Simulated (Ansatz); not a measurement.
```
Ir
1.0
     0.00000   -1.90541   -1.90541
     0.00000    1.90541   -1.90541
     3.81081    0.00000    0.00000
Ir
2
Direct
  0.00000 0.50000 0.23877
  0.50000 0.00000 0.76123
```

Space group P4/nmm; a point of a scan over the structure, not its minimum; not relaxed (largest force 1.2 eV/Å); computed without spin polarisation; PAW files of the earlier set (soft_1).

Level of theory: DFT LDA, scalar-relativistic, plane waves, PAW (Ansatz 0.2.0).

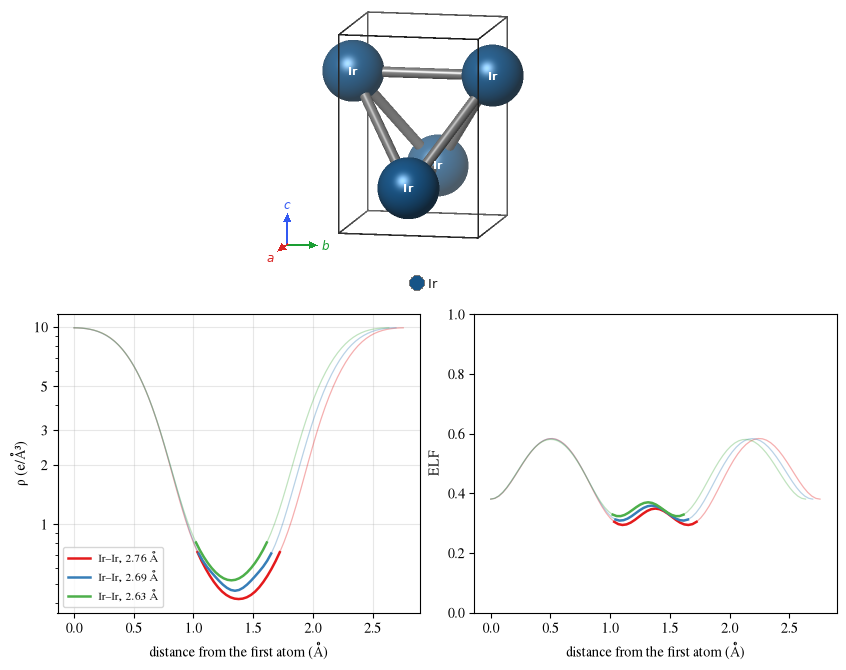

Ir. Valence charge density (pseudo) and ELF along straight lines between neighbouring atoms. Thin, pale parts lie inside the atomic spheres. The structure is drawn too.

Core electrons are frozen (PAW), and the valence fields are smoothed inside the atomic spheres.

Question: Compare the contacts.

Answer: Ir–Ir (2.76 Å): the density is about 0.42 e/Å³ at the midpoint; the ELF is about 0.35 at the midpoint; no shared electron pair shows on this line.
Ir–Ir (2.69 Å): ρ at the midpoint is about 0.46 e/Å³; the ELF is about 0.35 at the midpoint.
Ir–Ir (2.63 Å): ρ at the midpoint is about 0.52 e/Å³; the ELF is about 0.35 at the midpoint.
